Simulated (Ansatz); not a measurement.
## Electronic structure of PtS2 in real space

```
Pt S
1.0
     3.43502    0.00000    0.00000
    -1.71751    2.97481    0.00000
     0.00000    0.00000   16.97267
Pt S
3 6
Cartesian
  0.0000 0.0000 0.0000
  1.7175 0.9916 5.6575
  0.0000 1.9832 11.3152
  0.0000 0.0000 4.3618
  1.7175 0.9916 10.0195
  0.0000 1.9832 15.6770
  1.7175 0.9916 1.2957
  0.0000 1.9832 6.9532
  0.0000 0.0000 12.6109
```

Space group R-3m; started from the CdCl2 (3R octahedral) bulk prototype, which need not be the ambient phase; changed on purpose from its base cell (epitaxial xy strain -2.7%); not relaxed (largest force 0.4 eV/Å); computed pressure about 3 GPa in this cell.

Theory: DFT, HSE06, plane waves, PAW in Ansatz 0.2.0.

The density is the valence pseudo-density of a PAW calculation; it isn't the true density close to the nuclei.

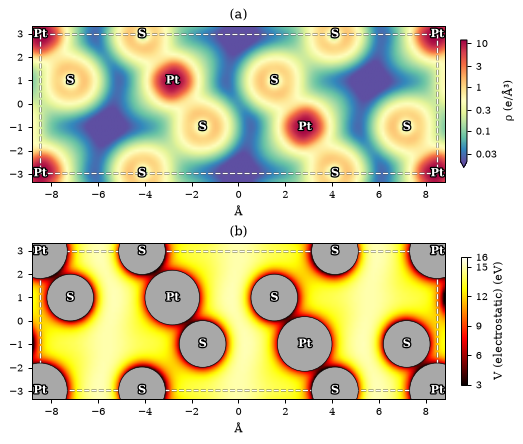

Figure 1. (a) valence charge density (pseudo); (b) electrostatic potential energy of an electron on the (110) plane of the conventional cell. Grey discs cover the atomic cores in the potential map.

Q: What do the fields say about this system?

A:
- The plane passes through Pt and S nuclei.
- Pt–S (2.37 Å): ρ is about 0.7 e/Å³ halfway.
- Between the atoms the lowest density in this plane is 0.009 e/Å³.
- Outside the cores the potential energy rises away from the atoms and is highest about 1.8 Å from the nearest atoms; its zero is arbitrary.

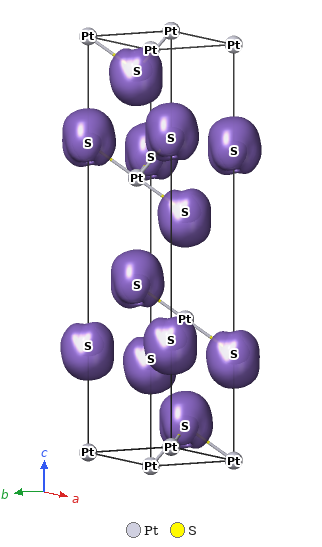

Figure 2. Isosurface of the electron localisation function at 0.7 (purple), seen at an oblique angle. Only the valence region is drawn (cores and ρ < 0.01 e/Å³ removed). Sticks mark near contacts.

Q: Describe the localisation domains.

A: The surface consists of six regions wrapped around S (the valence shell of each), counted in one cell of 9 atoms. Regions shared between cells count once.


Pt–S (2.37 Å): the ELF peaks at about 0.90 in the valence shell of S, 0.8 Å from its nucleus, and is about 0.50 at the midpoint.

Q: Does the calculation make it a metal, or give it a gap?

A: It is gapped, with a Kohn–Sham gap of 1.8 eV on the k-point mesh (the band edges may lie off the mesh, which would make the gap smaller).
